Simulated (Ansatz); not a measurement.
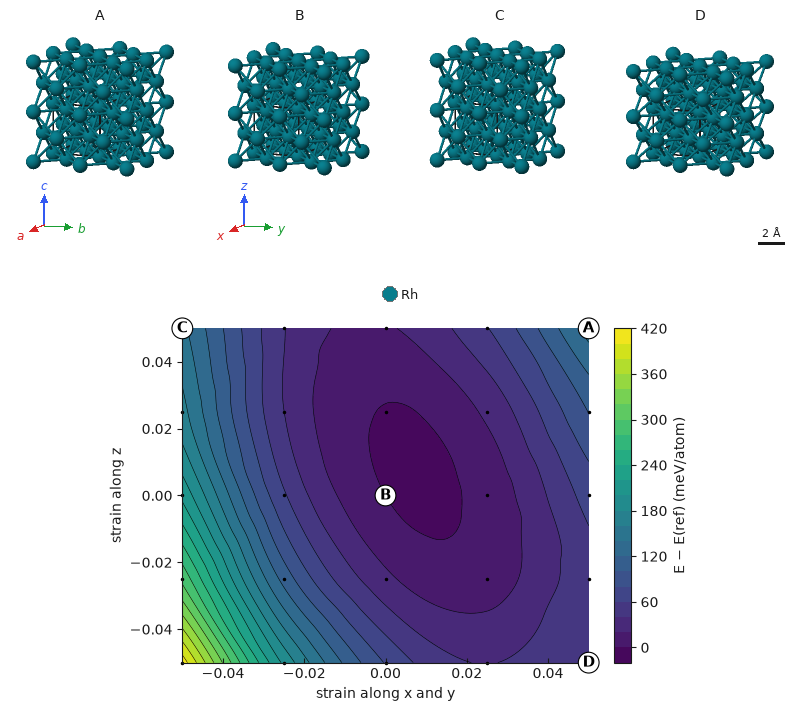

Solid Rh (Fm-3m): the cell is strained equally along x and y and separately along z, with the atoms kept at their fractional coordinates. x, y and z are the Cartesian axes of the input. The map is interpolated between the computed points (dots). The lettered frames are marked on it. A ball-and-stick model of the conventional cell (4 times the calculation's cell), repeated 2 × 2 × 2 with one cell outlined, seen slightly off an axis. Lengths and directions refer to the drawn axes.

Method: Ansatz, DFT PBE, scalar-relativistic, plane waves, PAW. Set-up: plane-wave cutoff 420 eV; k-point mesh 22 × 22 × 22; occupations gaussian; smearing width 0.15 eV; no spin polarisation. Energies (free energies at the smearing named) are counted from the cell as listed in its source, which wasn't relaxed.

### Describe the energy landscape.

In pairs of (strain along x and y; strain along z): the lowest computed point lies at (0.000, 0.025) (−1 meV/atom), the highest at (−0.050, −0.050) (411 meV/atom). The valley is tilted: raising the in-plane strain is made harder by raising the strain along z (cross term 0.54 of the geometric mean of the two curvatures). Over the ranges scanned the energy rises more along the first axis, the in-plane strain. The pressure runs from −23.1 GPa at (0.050, 0.050) to 70.5 GPa at (−0.050, −0.050). The frames lie at A (0.050, 0.050): 148 meV/atom, B (0.000, 0.000): 0 meV/atom, C (−0.050, 0.050): 145 meV/atom, D (0.050, −0.050): 61 meV/atom.
